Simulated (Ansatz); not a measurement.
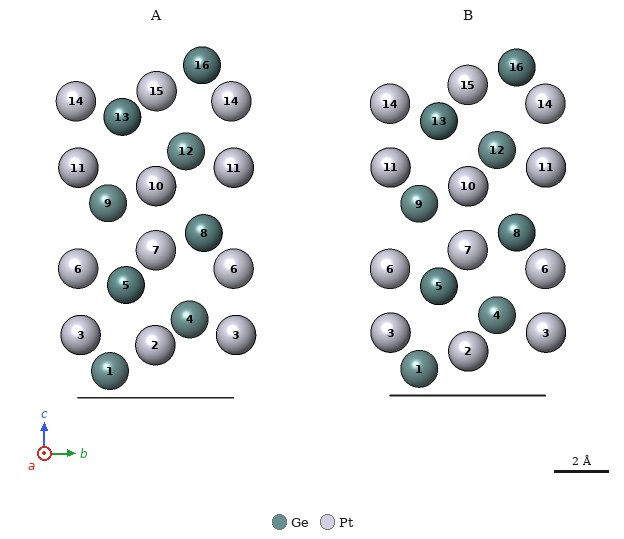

Two geometries of a slab of composition GePt (cut from the Pnma phase), drawn at one scale. One is the start of a relaxation, the other its converged end. A spheres-only model of the cell of the calculation, outlined in the plane, without the vacuum (origin shifted), seen along the a axis.

All numbers below come from Ansatz 0.2.0, DFT PBE, scalar-relativistic, plane waves, PAW. (plane-wave cutoff 420 eV; k-point mesh 9 × 6 × 1; occupations gaussian; smearing width 0.1 eV; no spin polarisation; dipole correction; atoms relaxed in a fixed cell; force threshold 0.02 eV/Å; at most 60 steps)

> Which geometry has the lower energy?

Structure A is the relaxed one. The slab is the (0 0 1) face of GePt. The largest moves relative to the layer's centre, 0.24 Å, are those of Pt2, Ge4, Ge13 and Pt15. Pt15 goes at 9° to the normal (−c side). By element the largest moves are Pt 0.24 Å, Ge 0.24 Å. The lattice vectors keep their values. Some distances before and after: Ge4–Pt7 2.678 → 2.886 Å, Ge12–Pt15 2.678 → 2.510 Å, Ge13–Pt15 2.552 → 2.469 Å, Ge13–Pt14 2.702 → 2.622 Å. Bond angles that change, for instance: Ge13–Pt15–Ge16 157.5° → 172.6°, Pt2–Ge4–Pt3 131.8° → 143.2°, Pt2–Ge4–Pt7 108.2° → 97.0°. The energy falls by 0.451 eV per cell of the calculation in 5 accepted moves (6 points after the start). The largest force component goes from 1.1 to 0.015 eV/Å. 1 step only repeated the SCF at the same geometry.
